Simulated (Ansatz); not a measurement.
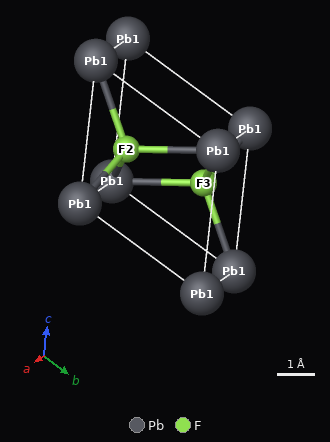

The structure (ball-and-stick view of the reduced cell, seen slightly off an axis; atoms are numbered from 1 in the order of the input). An atom can appear more than once, as a periodic image. Near neighbours in the periodic cell (some may lie outside the picture): Pb has 8 F at 2.55 Å; F has 4 Pb at 2.55 Å.

## PbF2: a changed input and its effect

System: PbF2 (I4/mmm, 3 atoms in the cell).
Method of the first run: DFT r2SCAN, scalar-relativistic, plane waves, PAW, no spin polarisation (Ansatz 0.2.0).

The structure derives from an entry of the Crystallography Open Database. Text and figures count atoms from 1; the logs count them from 0 in places.

## Input file, the first run
```yaml
crystal:
  lattice:
    - [0.0, 2.92530225, 2.96985]
    - [2.92530225, 0.0, 2.96985]
    - [2.92530225, 2.92530225, 0.0]
  atoms:
    - { symbol: Pb, position: [0.0, 0.0, 0.0] }
    - { symbol: F, position: [0.25, 0.25, 0.25] }
    - { symbol: F, position: [0.75, 0.75, 0.75] }
basis:
  ecutwfc: 500
kpoints:
  mp_grid: { grid: [8, 8, 8] }
hamiltonian:
  xc: r2scan
scf:
  occupations: { method: gaussian, width: 0.05 }
output:
  forces: true
  stress: true
  eigenvalues: true
```

Command:
```bash
ansatz run input.yaml --threads 1 --pin off --max-ram 2560MiB --backend cpu --events-out ev --progress --plain --runs-dir out
```

Hardware: 1 thread of Arm Neoverse V1, 24 GiB of memory available, shared host.

## Output, shortened to warnings, some set-up lines, iterations and results (the first run)
```
Basis set: ecut = 500 eV, 1267 PW (Γ), exchange–correlation on 128×128×128 points (64 copies of the dense FFT grid, shifted against one another)
Symmetry: 16 space group operations
k-points: 59 of 512
Initial density: superposition of atomic densities (neutral atoms: chi_scale 0, normalization atom), corrected by the library's trained network
[...]
SCF iter   1: F=—  HF=-13542.200606 eV  |F-HF|=—  |Δ(HF+E_count)|=         —  Δρ=9.42e-3  dr2=4.05e-2  dr2_τ=5.75e-2  ethr=1.77e-3  ⟨swp⟩=5.9  Hψ=5388  notcnv=0
SCF iter   2: F=—  HF=-13542.232332 eV  |F-HF|=—  |Δ(HF+E_count)|=   3.17e-2  Δρ=5.42e-3  dr2=4.97e-3  dr2_τ=1.36e-3  ethr=1.45e-4  ⟨swp⟩=2.0  Hψ=2596  notcnv=0
SCF iter   3: F=—  HF=-13542.231366 eV  |F-HF|=—  |Δ(HF+E_count)|=   9.66e-4  Δρ=1.50e-3  dr2=8.44e-4  dr2_τ=9.77e-5  ethr=1.77e-5  ⟨swp⟩=2.0  Hψ=2073  notcnv=0
SCF iter   4: F=—  HF=-13542.231197 eV  |F-HF|=—  |Δ(HF+E_count)|=   1.69e-4  Δρ=5.81e-4  dr2=6.10e-5  dr2_τ=1.29e-5  ethr=3.02e-6  ⟨swp⟩=2.3  Hψ=1262  notcnv=0
SCF iter   5: F=—  HF=-13542.231189 eV  |F-HF|=—  |Δ(HF+E_count)|=   8.13e-6  Δρ=1.03e-4  dr2=1.68e-6  dr2_τ=3.82e-7  ethr=2.18e-7  ⟨swp⟩=2.0  Hψ=1358  notcnv=0
SCF iter   6: F=—  HF=-13542.231189 eV  |F-HF|=—  |Δ(HF+E_count)|=   6.41e-7  Δρ=2.00e-5  dr2=1.88e-7  dr2_τ=8.94e-9  ethr=5.99e-9  ⟨swp⟩=2.0  Hψ=1770  notcnv=0
SCF iter   7: F=-13542.231189 eV  HF=-13542.231189 eV  |F-HF|=3.15e-9  |Δ(HF+E_count)|=   1.26e-8  Δρ=3.27e-6  dr2=4.89e-9  dr2_τ=1.91e-10  ethr=3.57e-10  ⟨swp⟩=5.0  Hψ=4234  …
SCF 1 converged in 7 iterations: F = -13542.231189 eV  dr2 = 4.89e-9
SCF converged after 7 iterations
Free energy (F): -13542.231189 eV
Harris-Foulkes:  -13542.231189 eV  (|F-HF|=3.15e-9)
Internal energy: -13542.231189 eV  (E = F + TS)
E sigma→0 (E₀):  -13542.231189 eV
Fermi energy:    7.496901 eV
--- Per-component energies (eV) ---
  E_band       = -137.691752
  E_kinetic    = 702.057858
  E_local      = -2233.527201  (includes V_loc(G=0)·N_el)
  E_nonlocal   = 496.576386
  E_hartree    = 860.976315
  E_xc         = -368.874800
  E_vxc        = -379.594066  (∫ρ·V_xc dr)
  E_paw        = -10834.165150  (= ΣΔE_a)
  E_vpaw       = -472.606744  (= ΣTr[D̂ρ^β])
  E_aug_tail   = 0.002123  (compensation charges beyond the density's cutoff)
  E_vtau       = 27.449110  (kinetic-family band-sum trace: ∫τ·v_τ [+ j·A + Jᵃ·Aᵃ] dr)
  E_ewald      = -2166.179440
  E_core_change = 0.902719  (= ΣΔE_core)
  E_smearing   = -0.000000  (= −TS)
  E_closure    = 0.000000  (closes the sum)
  Σ components = -13542.231189   (vs F -13542.231189, Δ=0.00e0)
--- Forces (eV/Å), atoms counted from 1 ---
  atom   1  Pb    -0.00000000     0.00000000     0.00000000
  atom   2  F     -0.00000000     0.00000000     0.00000000
  atom   3  F     -0.00000000     0.00000000     0.00000000
  max |Σ_I F_I| component: 4.16e-17 eV/Å
--- Stress (GPa, compression-positive) ---
        1.954363       0.000000       0.000000
        0.000000       1.954363       0.000000
        0.000000       0.000000       1.150764
  P = ⅓ Tr σ = 1.6865 GPa (16.865 kbar)
```

The input of the second run differs as follows (lines with − go, lines with + come):
```diff
-    - [0.0, 2.92530225, 2.96985]
-    - [2.92530225, 0.0, 2.96985]
+    - [0.0, 2.92530225, 2.8807545]
+    - [2.92530225, 0.0, 2.8807545]
```

How does the second run compare with the first run?

With the same functional and potentials, the second run lies 9.7 meV per atom higher. The gap on the mesh goes from 4.89 to 4.83 eV. The pressure goes from 1.69 to 4.47 GPa. The volume per atom goes from 16.94 to 16.43 Å³. The number of SCF iterations is the same. The plane waves at Γ go from 1267 to 1243.

## Output, shortened to warnings, some set-up lines, iterations and results (the second run)
```
Basis set: ecut = 500 eV, 1243 PW (Γ), exchange–correlation on 120×120×128 points (64 copies of the dense FFT grid, shifted against one another)
Symmetry: 16 space group operations
k-points: 59 of 512
Initial density: superposition of atomic densities (neutral atoms: chi_scale 0, normalization atom), corrected by the library's trained network
[...]
SCF iter   1: F=—  HF=-13542.168556 eV  |F-HF|=—  |Δ(HF+E_count)|=         —  Δρ=9.51e-3  dr2=3.97e-2  dr2_τ=5.97e-2  ethr=1.77e-3  ⟨swp⟩=5.9  Hψ=5377  notcnv=0
SCF iter   2: F=—  HF=-13542.203233 eV  |F-HF|=—  |Δ(HF+E_count)|=   3.47e-2  Δρ=5.33e-3  dr2=4.53e-3  dr2_τ=1.29e-3  ethr=1.42e-4  ⟨swp⟩=2.0  Hψ=2596  notcnv=0
SCF iter   3: F=—  HF=-13542.202390 eV  |F-HF|=—  |Δ(HF+E_count)|=   8.43e-4  Δρ=1.51e-3  dr2=8.16e-4  dr2_τ=9.56e-5  ethr=1.62e-5  ⟨swp⟩=2.0  Hψ=2067  notcnv=0
SCF iter   4: F=—  HF=-13542.202234 eV  |F-HF|=—  |Δ(HF+E_count)|=   1.56e-4  Δρ=5.97e-4  dr2=6.50e-5  dr2_τ=1.29e-5  ethr=2.91e-6  ⟨swp⟩=2.3  Hψ=1250  notcnv=0
SCF iter   5: F=—  HF=-13542.202226 eV  |F-HF|=—  |Δ(HF+E_count)|=   8.50e-6  Δρ=1.11e-4  dr2=1.93e-6  dr2_τ=4.33e-7  ethr=2.32e-7  ⟨swp⟩=2.0  Hψ=1358  notcnv=0
SCF iter   6: F=—  HF=-13542.202226 eV  |F-HF|=—  |Δ(HF+E_count)|=   5.49e-7  Δρ=2.06e-5  dr2=1.92e-7  dr2_τ=9.37e-9  ethr=6.89e-9  ⟨swp⟩=2.0  Hψ=1770  notcnv=0
SCF iter   7: F=-13542.202226 eV  HF=-13542.202226 eV  |F-HF|=2.97e-9  |Δ(HF+E_count)|=   9.44e-9  Δρ=3.27e-6  dr2=4.79e-9  dr2_τ=1.84e-10  ethr=3.57e-10  ⟨swp⟩=5.1  Hψ=4315  …
SCF 1 converged in 7 iterations: F = -13542.202226 eV  dr2 = 4.79e-9
SCF converged after 7 iterations
Free energy (F): -13542.202226 eV
Harris-Foulkes:  -13542.202226 eV  (|F-HF|=2.97e-9)
Internal energy: -13542.202226 eV  (E = F + TS)
E sigma→0 (E₀):  -13542.202226 eV
Fermi energy:    8.000326 eV
--- Per-component energies (eV) ---
  E_band       = -127.775111
  E_kinetic    = 703.276464
  E_local      = -2200.137652  (includes V_loc(G=0)·N_el)
  E_nonlocal   = 496.707687
  E_hartree    = 848.880767
  E_xc         = -369.301394
  E_vxc        = -380.077075  (∫ρ·V_xc dr)
  E_paw        = -10834.247339  (= ΣΔE_a)
  E_vpaw       = -472.682969  (= ΣTr[D̂ρ^β])
  E_aug_tail   = 0.002079  (compensation charges beyond the density's cutoff)
  E_vtau       = 27.376695  (kinetic-family band-sum trace: ∫τ·v_τ [+ j·A + Jᵃ·Aᵃ] dr)
  E_ewald      = -2188.285558
  E_core_change = 0.902719  (= ΣΔE_core)
  E_smearing   = -0.000000  (= −TS)
  E_closure    = -0.000000  (closes the sum)
  Σ components = -13542.202226   (vs F -13542.202226, Δ=0.00e0)
--- Forces (eV/Å), atoms counted from 1 ---
  atom   1  Pb    -0.00000000     0.00000000    -0.00000000
  atom   2  F      0.00000000    -0.00000000     0.00000000
  atom   3  F      0.00000000    -0.00000000     0.00000000
  max |Σ_I F_I| component: 6.94e-18 eV/Å
--- Stress (GPa, compression-positive) ---
        4.207549       0.000000       0.000000
        0.000000       4.207549       0.000000
        0.000000       0.000000       4.993130
  P = ⅓ Tr σ = 4.4694 GPa (44.694 kbar)
```

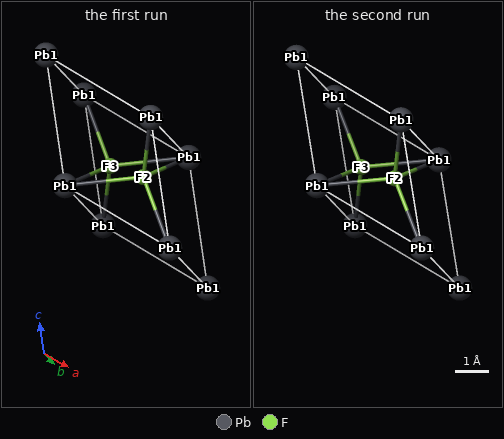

The two input geometries at one scale (ball-and-stick view of the reduced cell, seen at an oblique angle). No atom moves by more than 0.005 Å relative to the cell. Cell: a = b stay at 4.137 Å, c 4.169 → 4.106 Å (−1.5 %), α 119.7° → 120.3°, β 119.7° → 120.3°. Volume −3.0 %. Among the contacts that change: Pb1–F2 2.546 → 2.521 Å.

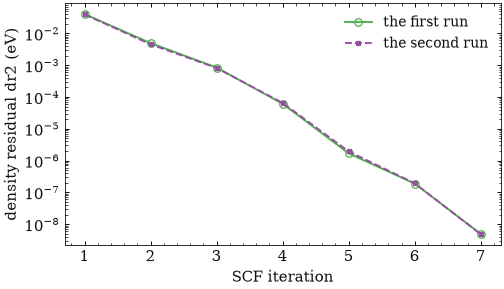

Convergence of the two runs: density residual dr2 against the SCF iteration. The first run takes 7 iterations in all, and the second run takes 7.

## The two runs side by side

| quantity | the first run | the second run |
| --- | --- | --- |
| outcome | converged | converged |
| free energy per atom (eV) | −4514.0771 | −4514.0674 |
| gap on the mesh (eV) | 4.89 | 4.83 |
| pressure (GPa) | 1.69 | 4.47 |
| volume per atom (Å³) | 16.94 | 16.43 |
| largest force (eV/Å) | 0.000 | 0.000 |
| SCF iterations | 7 | 7 |
| irreducible k-points | 59 | 59 |
| plane waves at Γ | 1267 | 1243 |
| wall time (shared host) | 7.7 s | 7.8 s |

For both runs: Spin–orbit coupling is left out, which matters for Pb.
